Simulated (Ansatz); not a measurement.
## Electronic structure of KBr in real space

```
K Br
1.0
     0.00000    3.68830   -3.68830
     0.00000   -3.68830   -3.68830
    -7.50864    0.00000    0.00000
K Br
2 2
Direct
  0.50000 0.50000 0.50000
  0.00000 0.00000 0.00000
  0.00000 0.50000 0.75000
  0.50000 0.00000 0.25000
```

Space group I-4m2; started from the zincblende prototype, which need not be the ambient phase; changed on purpose from its base cell (uniaxial x strain +1.8%).

All numbers below come from DFT, r2SCAN, plane waves, PAW (Ansatz 0.2.0).

The density is the valence pseudo-density of a PAW calculation; it isn't the true density close to the nuclei.

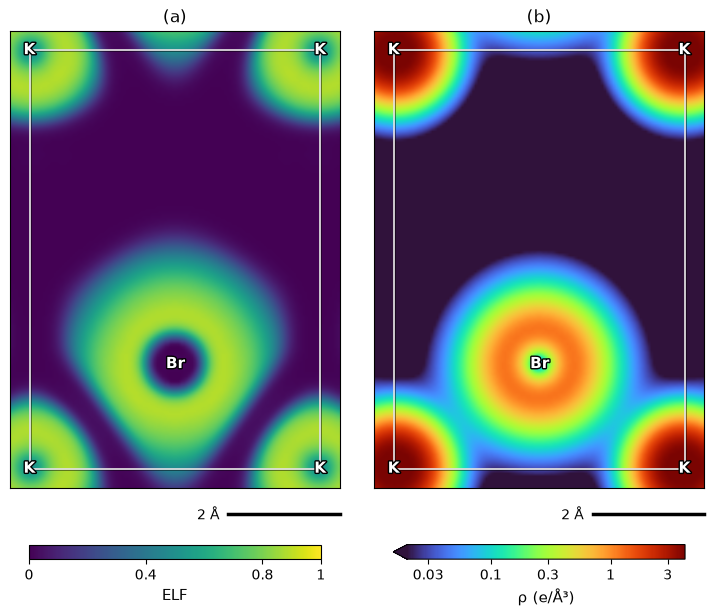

Figure 1. (a) electron localisation function; (b) valence electron density on the (010) plane of the conventional cell.

Q: What do the fields say about this system?

A: Atoms in the plane: K and Br.
K–Br (3.21 Å): ρ is about 0.1 e/Å³ halfway, with its minimum of 0.09 e/Å³ about 1.4 Å from K; the ELF is about 0.15 at the midpoint and 0.05 at its lowest between the atoms: a closed-shell, largely ionic contact.
The density dies away to nearly zero in the voids.
The features right at K lie inside the PAW spheres, where the map follows smoothed inner orbitals and isn't to be read closely.

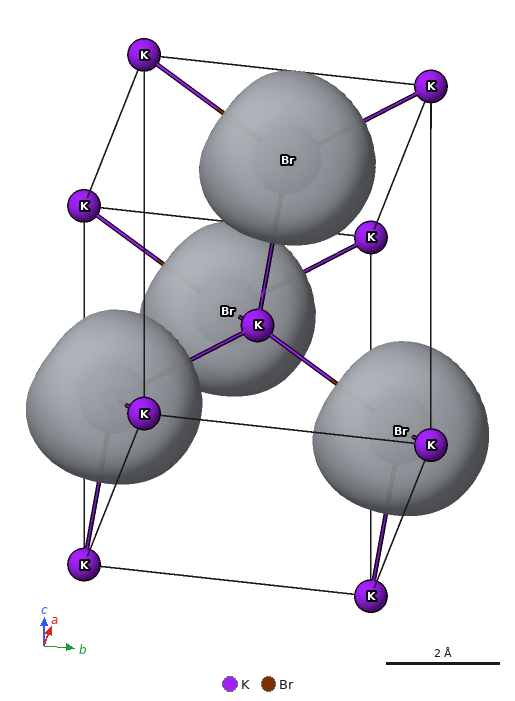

Figure 2. Isosurface of the ELF at 0.65 (grey), seen at an oblique angle. Only the valence region is drawn (cores and ρ < 0.01 e/Å³ removed). Sticks mark near contacts.

Q: What do the ELF domains correspond to?

A: At this value the surface marks out two regions wrapped around Br (the valence shell of each), counted in one cell of 4 atoms. Regions shared between cells count once.

Q: Does the calculation give a band gap?

A: It is gapped, with a Kohn–Sham gap of 4.8 eV on the k-point mesh, an upper bound to the gap of this method.
